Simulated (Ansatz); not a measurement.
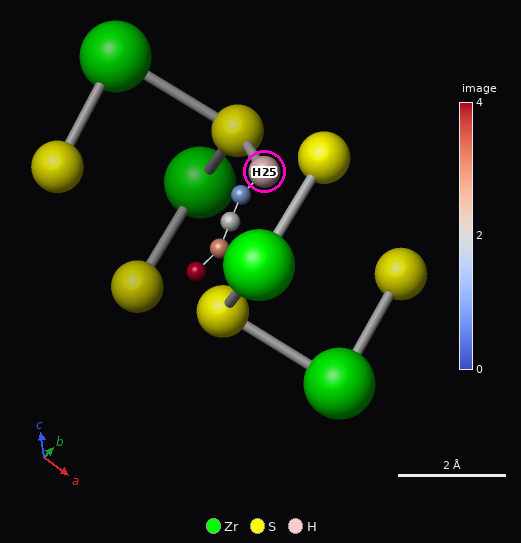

A nudged-elastic-band calculation for a defect cell of composition Zr8HS16 (cell charge −1) (25 atoms in the cell). Images are numbered from 0 (start) to 4 (end). The start is drawn whole; smaller spheres mark the moving atoms (H) in the later images, joined by lines and coloured by the number of the image. The picture is a ball-and-stick view of the atoms within 4.2 Å of the middle of the path, seen slightly off an axis. The moving atom is ringed, with any periodic copies. Bonds to atoms that aren't drawn are left out.

Theory: Ansatz 0.2.0, DFT PBE, scalar-relativistic, plane waves, PAW. Run with plane-wave cutoff 420 eV; k-point mesh 2 × 2 × 2; Gaussian smearing 0.02 eV; 3 movable images; climbing image.

> What moves, how far, and at what cost in energy?

The H atom travels furthest, 2.41 Å from end to end, roughly along [−1 −2 −2], on a path that bends up to 0.16 Å away from the straight line. At the highest image its nearest neighbour (S) is 1.78 Å away, against 1.36 Å at the start, and the surrounding atoms stand up to 0.43 Å off the mean of their end positions. Breaking: H–S (1.36 → 3.27 Å). Forming: H–S (3.27 → 1.36 Å). The two ends have the same energy, and the highest point, image 2, lies 0.74 eV above the start. The band converged in 9 iterations. The largest component of the band force went from 2.3 to 0.042 eV/Å. The climbing image converged on the top of the path. Its curvatures weren't checked.

Limits of the set-up: the cell is charged, on a uniform background, and energies carry no finite-size correction.

Cost: 2.6 min on 4 threads of Intel(R) Xeon(R) 6975P-C (Granite Rapids), with other jobs on the host, peak memory 2.8 GiB.
